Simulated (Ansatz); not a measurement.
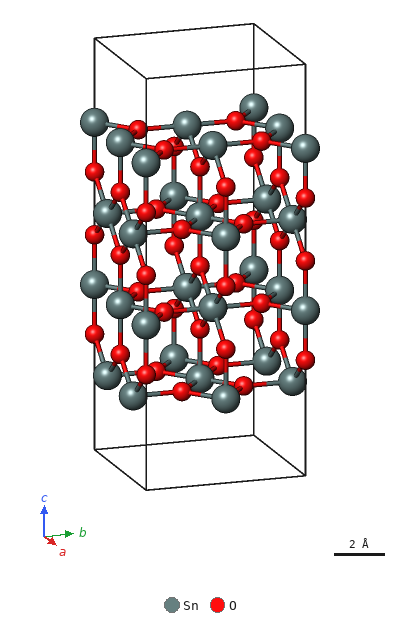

**Figure 1.** The input geometry (ball-and-stick view of the 2 × 1 repeat of the cell, with the vacuum cut short, seen slightly off an axis). An atom can appear more than once, as a periodic image.

## Run report: Sn4O7, geometry relaxation (part 1 of 3)

Sn4O7 (slab, 22 atoms in the cell), computed with DFT PBEsol, scalar-relativistic, plane waves, PAW, no spin polarisation (Ansatz 0.2.0).

The structure derives from an entry of the Crystallography Open Database. It belongs to a series of runs on one base structure; here: (1 1 0) slab, atoms relaxed.

## Log
```
Engine: ansatz 0.2.0, x86_64-unknown-linux-gnu
Pseudopotentials: kind: paw
Pseudopotential: Sn, paw, valence charge 14, recommended cutoff 420 eV (normal), Sn.paw.azcp
Pseudopotential: O, paw, valence charge 6, recommended cutoff 420 eV (normal), O.paw.azcp
Functional definition: PBEsol
  exchange = pbesol_x
  correlation = pbesol_c
Crystal: 22 atoms, lattice volume = 544.106 Å³
Basis set: ecut = 420 eV, 10679 PW (Γ), exchange–correlation on 48×96×360 points (8 copies of the dense FFT grid, shifted against one another)
Bands: 120, of which v1, the nominal top of the filled ones, is band 98 counted from 1 (97 counted from 0)
Symmetry: 4 space group operations
k-points: 15 of 32
Non-local potential: Sn, projectors of the file, l = 0: 2, l = 1: 2, l = 2: 2, l = 3: 2
Non-local potential: O, projectors of the file, l = 0: 2, l = 1: 2, l = 2: 1
PAW form: soft (Blöchl's): semilocal exchange-correlation on the pseudo side does not see the compensation charge
PAW frozen core: Sn, regenerated for the run's functional, and the local potential with it (the file was generated under x = pbe(κ = 0.804, μ = 0.2195149727645171), c = pbe(β = 0.06672455060314922))
PAW frozen core: O, regenerated for the run's functional, and the local potential with it (the file was generated under x = pbe(κ = 0.804, μ = 0.2195149727645171), c = pbe(β = 0.06672455060314922))
PAW one-centre angular grid: Sn, 590 points (default); XC on 64 Gauss nodes
PAW one-centre angular grid: O, 110 points (default); XC on 64 Gauss nodes
Initial density: superposition of atomic densities (neutral atoms: chi_scale 0, normalization atom), corrected by the library's trained network
Initial wavefunctions: pseudopotential atomic-orbital guess
Functional: x = pbesol(κ = 0.804, μ = 0.12345679012345678), c = pbesol(β = 0.046)
SCF iter   1: F=—  HF=-55446.957117 eV  |F-HF|=—  |Δ(HF+E_count)|=         —  Δρ=1.12e-2  dr2=5.84e-1  ethr=1.77e-3  p=0.000 e·Å  D=2.70e-13 V/Å  ΔV_dip=-0.00 eV  dr2_dipole=3.92e-10  V_vac-E_F(+/−)=3.62/3.62 eV  ⟨swp⟩=6.7  Hψ=7429  notcnv=0  defer=162
efield: sawtooth ramp at fractional position 0.9800 (placed from the atoms, in the widest stretch of the axis that holds none; the zero of the levels goes with the place), width 0.0400; the density the first Hamiltonian is built on has a dipole p = 0.000 e·Å; the dipole correction subtracts the counter field D = 2.70e-13 V/Å, which shifts the + side's vacuum level by -0.00 eV against the − side's; the planar-averaged density in the ramp window peaks in size at 9.7e-6 e/Å³
preconditioner: auto → Resta (q_TF=auto, 2.301 Å⁻¹)  ε∞=2.5  [insulator: Δε(μ)=0.193 eV  Ē_g=18.247 eV  σ=0.050 eV  W_gap=0.99  n_scr=120 (ndim 8)  ℏωp=22.3 eV  f_vac=0.458  D(μ)=0.13/eV (n_scr^D=0)  ε∞_Penn≈2.5  vacuum switching on, ρ_ref=2.4e-2 e/Å³]
SCF iter   2: F=—  HF=-55446.826559 eV  |F-HF|=—  |Δ(HF+E_count)|=   1.31e-1  Δρ=3.64e-3  dr2=5.80e-2  ethr=2.98e-4  p=-0.000 e·Å  D=-3.23e-6 V/Å  ΔV_dip=0.00 eV  dr2_dipole=4.60e-9  V_vac-E_F(+/−)=3.84/3.84 eV  ⟨swp⟩=2.3  Hψ=2911  notcnv=0  defer=237
SCF iter   3: F=—  HF=-55446.814378 eV  |F-HF|=—  |Δ(HF+E_count)|=   1.22e-2  Δρ=1.02e-3  dr2=4.01e-3  ethr=2.96e-5  p=0.000 e·Å  D=5.82e-6 V/Å  ΔV_dip=-0.00 eV  dr2_dipole=3.33e-9  V_vac-E_F(+/−)=3.77/3.77 eV  ⟨swp⟩=2.0  Hψ=2424  notcnv=0  defer=237
SCF iter   4: F=—  HF=-55446.814681 eV  |F-HF|=—  |Δ(HF+E_count)|=   3.03e-4  Δρ=4.62e-4  dr2=8.66e-4  ethr=2.05e-6  p=-0.000 e·Å  D=-1.27e-5 V/Å  ΔV_dip=0.00 eV  dr2_dipole=9.55e-9  V_vac-E_F(+/−)=3.78/3.78 eV  ⟨swp⟩=2.0  Hψ=3216  notcnv=0  defer=237
SCF iter   5: F=—  HF=-55446.814695 eV  |F-HF|=—  |Δ(HF+E_count)|=   1.42e-5  Δρ=1.54e-4  dr2=1.02e-4  ethr=4.42e-7  p=0.000 e·Å  D=2.87e-6 V/Å  ΔV_dip=-0.00 eV  dr2_dipole=2.21e-10  V_vac-E_F(+/−)=3.78/3.78 eV  ⟨swp⟩=2.0  Hψ=2360  notcnv=0  defer=237
SCF iter   6: F=—  HF=-55446.814732 eV  |F-HF|=—  |Δ(HF+E_count)|=   3.71e-5  Δρ=4.59e-5  dr2=1.04e-5  ethr=5.22e-8  p=0.000 e·Å  D=1.70e-6 V/Å  ΔV_dip=-0.00 eV  dr2_dipole=2.47e-10  V_vac-E_F(+/−)=3.77/3.77 eV  ⟨swp⟩=2.3  Hψ=2625  notcnv=0  defer=237
SCF iter   7: F=-55446.814735 eV  HF=-55446.814734 eV  |F-HF|=2.78e-7  |Δ(HF+E_count)|=   2.35e-6  Δρ=1.83e-5  dr2=1.44e-6  ethr=5.10e-9  p=-0.000 e·Å  D=-1.10e-6 V/Å  ΔV_dip=0.00 eV  dr2_dipole=1.07e-10  V_vac-E_F(+/−)=3.77/3.77 eV  ⟨swp⟩=25.1  Hψ=20381  notcnv=0
SCF 1 converged in 7 iterations: F = -55446.814735 eV  dr2 = 1.44e-6
  Residual-converged pass: ⟨swp⟩=1.1  Hψ=1861  notcnv=0  max |occ|·‖R‖ = 6.8e-9 eV (tolerance 1.0e-8 eV)  dr2=1.44e-6  dr2_onsite=1.89e-7  max |Δocc| = 1.4e-14
  greatest PAW one-centre occupation: 0.996 electrons in one spin orbital (limit 2), on the Sn atom at site 13 (counted from 0), in its partial waves of l = 2
relax step   1: F+E_penalty+E_count = -55446.81473465 eV  Δ(F+E_penalty+E_count) = +0.000e0 eV  max|allowed force component| = 1.691e0 eV/Å  Δτ_max = 0.0000 Å  (7 SCF iters, dr2 threshold 1.00e-5 eV, accepted)
Initial density: handed on by an earlier stage of this run
Initial wavefunctions: those handed on with the density
iter 1 solved again at ethr=4.39e-4 eV; its pass at ethr=3.10e-3 eV (dr2=8.60e-1 eV) is discarded
SCF iter   1: F=—  HF=-55447.728619 eV  |F-HF|=—  |Δ(HF+E_count)|=         —  Δρ=1.29e-2  dr2=8.65e-1  ethr=4.39e-4  p=-0.000 e·Å  D=-1.10e-6 V/Å  ΔV_dip=0.00 eV  dr2_dipole=3.66e-8  V_vac-E_F(+/−)=3.71/3.71 eV  ⟨swp⟩=1.0  Hψ=6699  notcnv=0  defer=232
efield: sawtooth ramp at fractional position 0.9800 (handed on by an earlier solve), width 0.0400; the density the first Hamiltonian is built on has a dipole p = -0.000 e·Å; the dipole correction subtracts the counter field D = -1.10e-6 V/Å, which shifts the + side's vacuum level by +0.00 eV against the − side's; the planar-averaged density in the ramp window peaks in size at 9.4e-7 e/Å³
preconditioner: auto → LDOS  [metal: Δε(μ)=0.026 eV  Ē_g=18.346 eV  σ=0.050 eV  W_gap=0.29  n_scr=120 (ndim 8)  ℏωp=22.3 eV  f_vac=0.455  D(μ)=6.56/eV (n_scr^D=28)  β→1.0]
SCF iter   2: F=—  HF=-55447.549819 eV  |F-HF|=—  |Δ(HF+E_count)|=   1.79e-1  Δρ=4.95e-3  dr2=1.76e-1  ethr=4.39e-4  p=-0.000 e·Å  D=-1.90e-6 V/Å  ΔV_dip=0.00 eV  dr2_dipole=3.09e-11  V_vac-E_F(+/−)=3.91/3.91 eV  ⟨swp⟩=3.2  Hψ=2998  notcnv=0  defer=232
SCF iter   3: F=—  HF=-55447.497527 eV  |F-HF|=—  |Δ(HF+E_count)|=   5.23e-2  Δρ=1.54e-3  dr2=2.65e-2  ethr=8.96e-5  p=-0.000 e·Å  D=-7.66e-7 V/Å  ΔV_dip=0.00 eV  dr2_dipole=9.09e-11  V_vac-E_F(+/−)=3.87/3.87 eV  ⟨swp⟩=2.2  Hψ=3627  notcnv=0  defer=248
SCF iter   4: F=—  HF=-55447.491273 eV  |F-HF|=—  |Δ(HF+E_count)|=   6.25e-3  Δρ=5.76e-4  dr2=3.53e-3  ethr=1.35e-5  p=-0.000 e·Å  D=-5.61e-7 V/Å  ΔV_dip=0.00 eV  dr2_dipole=3.28e-10  V_vac-E_F(+/−)=3.89/3.89 eV  ⟨swp⟩=2.0  Hψ=3091  notcnv=0  defer=248
SCF iter   5: F=—  HF=-55447.490922 eV  |F-HF|=—  |Δ(HF+E_count)|=   3.51e-4  Δρ=3.94e-4  dr2=1.62e-3  ethr=1.80e-6  p=-0.000 e·Å  D=-2.89e-7 V/Å  ΔV_dip=0.00 eV  dr2_dipole=6.11e-11  V_vac-E_F(+/−)=3.90/3.90 eV  ⟨swp⟩=2.3  Hψ=2272  notcnv=0  defer=248
SCF iter   6: F=—  HF=-55447.490721 eV  |F-HF|=—  |Δ(HF+E_count)|=   2.02e-4  Δρ=2.43e-4  dr2=6.42e-4  ethr=8.27e-7  p=-0.000 e·Å  D=-9.93e-8 V/Å  ΔV_dip=0.00 eV  dr2_dipole=1.11e-11  V_vac-E_F(+/−)=3.91/3.91 eV  ⟨swp⟩=2.0  Hψ=2258  notcnv=0  defer=248
SCF iter   7: F=—  HF=-55447.490616 eV  |F-HF|=—  |Δ(HF+E_count)|=   1.05e-4  Δρ=1.42e-4  dr2=1.44e-4  ethr=3.28e-7  p=0.000 e·Å  D=4.08e-10 V/Å  ΔV_dip=-0.00 eV  dr2_dipole=5.85e-13  V_vac-E_F(+/−)=3.92/3.92 eV  ⟨swp⟩=2.0  Hψ=2059  notcnv=0  defer=248
SCF iter   8: F=-55447.490590 eV  HF=-55447.490616 eV  |F-HF|=2.58e-5  |Δ(HF+E_count)|=   1.95e-7  Δρ=9.37e-5  dr2=5.64e-5  ethr=5.10e-8  p=-0.000 e·Å  D=-6.99e-10 V/Å  ΔV_dip=0.00 eV  dr2_dipole=3.37e-12  V_vac-E_F(+/−)=3.92/3.92 eV  ⟨swp⟩=25.4  Hψ=21962  notcnv=0
SCF 2 converged in 8 iterations: F = -55447.490590 eV  dr2 = 5.64e-5
[... from here on the iterations of each SCF are left out, up to the last one ...]
relax step   2: F+E_penalty+E_count = -55447.49059033 eV  Δ(F+E_penalty+E_count) = -6.759e-1 eV  max|allowed force component| = 7.314e-1 eV/Å  Δτ_max = 0.1504 Å  (8 SCF iters, dr2 threshold 1.00e-4 eV, accepted)
efield: sawtooth ramp at fractional position 0.9800 (handed on by an earlier solve), width 0.0400; the density the first Hamiltonian is built on has a dipole p = -0.000 e·Å; the dipole correction subtracts the counter field D = -7.33e-10 V/Å, which shifts the + side's vacuum level by +0.00 eV against the − side's; the planar-averaged density in the ramp window peaks in size at 5.2e-7 e/Å³
preconditioner: auto → LDOS  [insulator: Δε(μ)=0.134 eV  Ē_g=18.369 eV  σ=0.050 eV  W_gap=0.82  n_scr=120 (ndim 8)  ℏωp=22.3 eV  f_vac=0.450  D(μ)=2.93/eV (n_scr^D=12)  ε∞_Penn≈2.5  β→1.0]
SCF 3 converged in 8 iterations: F = -55447.696360 eV  dr2 = 2.95e-5
relax step   3: F+E_penalty+E_count = -55447.69635977 eV  Δ(F+E_penalty+E_count) = -2.058e-1 eV  max|allowed force component| = 4.087e-1 eV/Å  Δτ_max = 0.1461 Å  (8 SCF iters, dr2 threshold 3.34e-5 eV, accepted)
efield: sawtooth ramp at fractional position 0.9800 (handed on by an earlier solve), width 0.0400; the density the first Hamiltonian is built on has a dipole p = -0.000 e·Å; the dipole correction subtracts the counter field D = -2.39e-8 V/Å, which shifts the + side's vacuum level by +0.00 eV against the − side's; the planar-averaged density in the ramp window peaks in size at 6.5e-7 e/Å³
preconditioner: auto → LDOS  [insulator: Δε(μ)=0.084 eV  Ē_g=18.471 eV  σ=0.050 eV  W_gap=0.71  n_scr=120 (ndim 8)  ℏωp=22.3 eV  f_vac=0.452  D(μ)=3.25/eV (n_scr^D=14)  ε∞_Penn≈2.5  β→1.0]
SCF 4 converged in 6 iterations: F = -55447.752581 eV  dr2 = 1.11e-5
relax step   4: F+E_penalty+E_count = -55447.75258145 eV  Δ(F+E_penalty+E_count) = -5.622e-2 eV  max|allowed force component| = 1.036e-1 eV/Å  Δτ_max = 0.0686 Å  (6 SCF iters, dr2 threshold 3.13e-5 eV, accepted)
efield: sawtooth ramp at fractional position 0.9800 (handed on by an earlier solve), width 0.0400; the density the first Hamiltonian is built on has a dipole p = 0.000 e·Å; the dipole correction subtracts the counter field D = 1.50e-7 V/Å, which shifts the + side's vacuum level by -0.00 eV against the − side's; the planar-averaged density in the ramp window peaks in size at 1.9e-6 e/Å³
preconditioner: auto → LDOS  [insulator: Δε(μ)=0.138 eV  Ē_g=18.449 eV  σ=0.050 eV  W_gap=0.51  n_scr=120 (ndim 8)  ℏωp=22.3 eV  f_vac=0.455  D(μ)=1.55/eV (n_scr^D=4)  ε∞_Penn≈2.5  β→1.0]
SCF 5 converged in 7 iterations: F = -55447.765801 eV  dr2 = 3.23e-7
relax step   5: F+E_penalty+E_count = -55447.76580147 eV  Δ(F+E_penalty+E_count) = -1.322e-2 eV  max|allowed force component| = 9.202e-2 eV/Å  Δτ_max = 0.0787 Å  (7 SCF iters, dr2 threshold 6.89e-7 eV, accepted)
efield: sawtooth ramp at fractional position 0.9800 (handed on by an earlier solve), width 0.0400; the density the first Hamiltonian is built on has a dipole p = 0.000 e·Å; the dipole correction subtracts the counter field D = 8.97e-8 V/Å, which shifts the + side's vacuum level by -0.00 eV against the − side's; the planar-averaged density in the ramp window peaks in size at 3.5e-6 e/Å³
preconditioner: auto → LDOS  [insulator: Δε(μ)=0.182 eV  Ē_g=18.417 eV  σ=0.050 eV  W_gap=0.67  n_scr=120 (ndim 8)  ℏωp=22.3 eV  f_vac=0.454  D(μ)=2.50/eV (n_scr^D=6)  ε∞_Penn≈2.5  β→1.0]
SCF 6 converged in 6 iterations: F = -55447.767570 eV  dr2 = 2.52e-7
relax step   6: F+E_penalty+E_count = -55447.76757019 eV  Δ(F+E_penalty+E_count) = -1.769e-3 eV  max|allowed force component| = 2.815e-2 eV/Å  Δτ_max = 0.0128 Å  (6 SCF iters, dr2 threshold 5.44e-7 eV, accepted)
SCF iter   1: F=—  HF=-55447.767815 eV  |F-HF|=—  |Δ(HF+E_count)|=         —  Δρ=2.35e-4  dr2=3.61e-4  ethr=1.17e-6  p=-0.000 e·Å  D=-1.10e-7 V/Å  ΔV_dip=0.00 eV  dr2_dipole=8.39e-12  V_vac-E_F(+/−)=4.31/4.31 eV  ⟨swp⟩=2.0  Hψ=3039  notcnv=0  defer=15
efield: sawtooth ramp at fractional position 0.9800 (handed on by an earlier solve), width 0.0400; the density the first Hamiltonian is built on has a dipole p = -0.000 e·Å; the dipole correction subtracts the counter field D = -1.10e-7 V/Å, which shifts the + side's vacuum level by +0.00 eV against the − side's; the planar-averaged density in the ramp window peaks in size at 3.4e-6 e/Å³
preconditioner: auto → LDOS  [insulator: Δε(μ)=0.188 eV  Ē_g=18.420 eV  σ=0.050 eV  W_gap=0.76  n_scr=120 (ndim 8)  ℏωp=22.3 eV  f_vac=0.454  D(μ)=2.67/eV (n_scr^D=8)  ε∞_Penn≈2.5  β→1.0]
SCF iter   2: F=—  HF=-55447.767780 eV  |F-HF|=—  |Δ(HF+E_count)|=   3.52e-5  Δρ=1.33e-4  dr2=2.72e-4  ethr=1.84e-7  p=0.000 e·Å  D=2.89e-8 V/Å  ΔV_dip=-0.00 eV  dr2_dipole=1.01e-12  V_vac-E_F(+/−)=4.31/4.31 eV  ⟨swp⟩=2.0  Hψ=3531  notcnv=0  defer=69
SCF iter   3: F=—  HF=-55447.767712 eV  |F-HF|=—  |Δ(HF+E_count)|=   6.76e-5  Δρ=6.06e-5  dr2=2.37e-5  ethr=1.39e-7  p=0.000 e·Å  D=1.54e-8 V/Å  ΔV_dip=-0.00 eV  dr2_dipole=1.93e-15  V_vac-E_F(+/−)=4.31/4.31 eV  ⟨swp⟩=2.0  Hψ=3015  notcnv=0  defer=69
SCF iter   4: F=—  HF=-55447.767703 eV  |F-HF|=—  |Δ(HF+E_count)|=   9.43e-6  Δρ=1.91e-5  dr2=1.70e-6  ethr=1.21e-8  p=0.000 e·Å  D=2.75e-8 V/Å  ΔV_dip=-0.00 eV  dr2_dipole=3.92e-13  V_vac-E_F(+/−)=4.31/4.31 eV  ⟨swp⟩=2.0  Hψ=2875  notcnv=0  defer=69
SCF iter   5: F=-55447.767703 eV  HF=-55447.767703 eV  |F-HF|=2.68e-7  |Δ(HF+E_count)|=   1.20e-7  Δρ=4.87e-6  dr2=9.87e-8  ethr=5.10e-11  p=0.000 e·Å  D=3.19e-8 V/Å  ΔV_dip=-0.00 eV  dr2_dipole=1.95e-14  V_vac-E_F(+/−)=4.31/4.31 eV  ⟨swp⟩=16.9  Hψ=17102  notcnv=0
SCF 7 converged in 5 iterations: F = -55447.767703 eV  dr2 = 9.87e-8
relax step   7: F+E_penalty+E_count = -55447.76770298 eV  Δ(F+E_penalty+E_count) = -1.328e-4 eV  max|allowed force component| = 1.050e-2 eV/Å  Δτ_max = 0.0031 Å  (5 SCF iters, accepted)
```

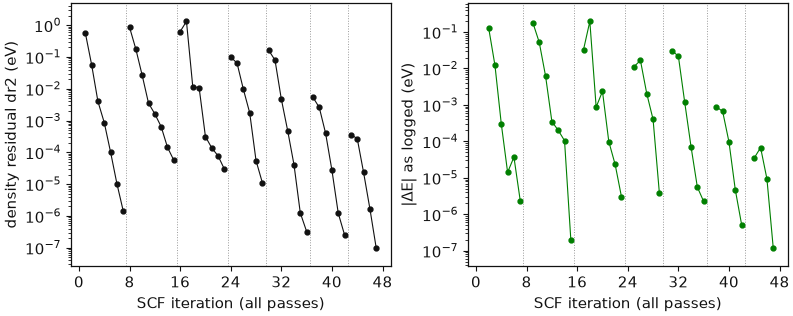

**Figure 2.** Convergence of the self-consistent field: density residual dr2 and size of the energy change against the SCF iteration. The dotted lines part the SCF passes of the relaxation: geometry steps, rejected trials and re-solves on a re-selected basis. The 7 passes take 5 to 8 iterations each, 47 in all.

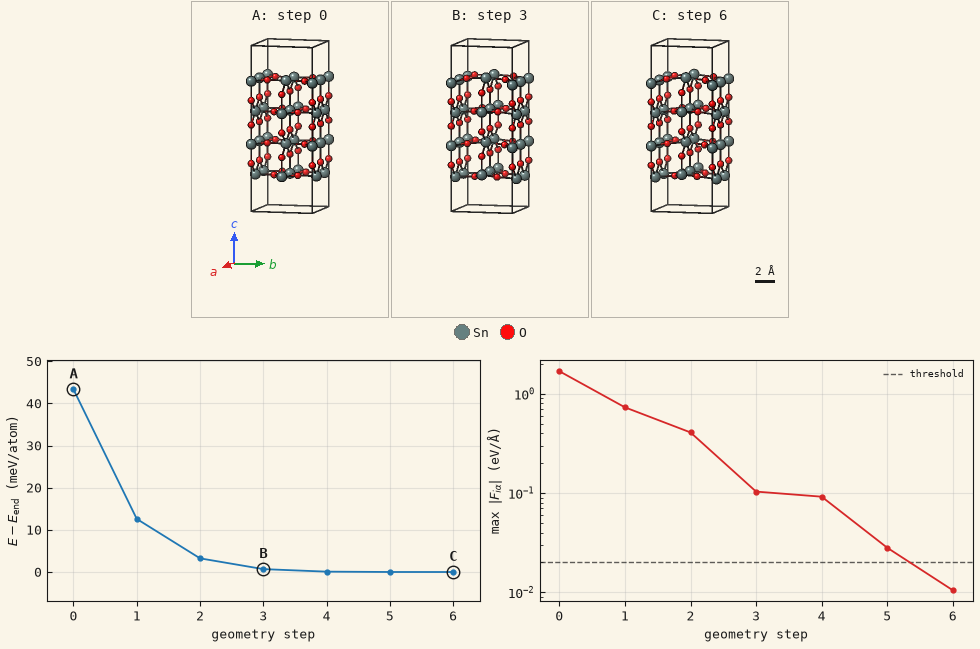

**Figure 3.** Frames of the relaxation (ball-and-stick view of the 2 × 1 repeat of the cell, with the vacuum cut short, seen slightly off an axis) above the curves, on which the letters mark them (the first geometry is step 0 here and step 1 in the log).
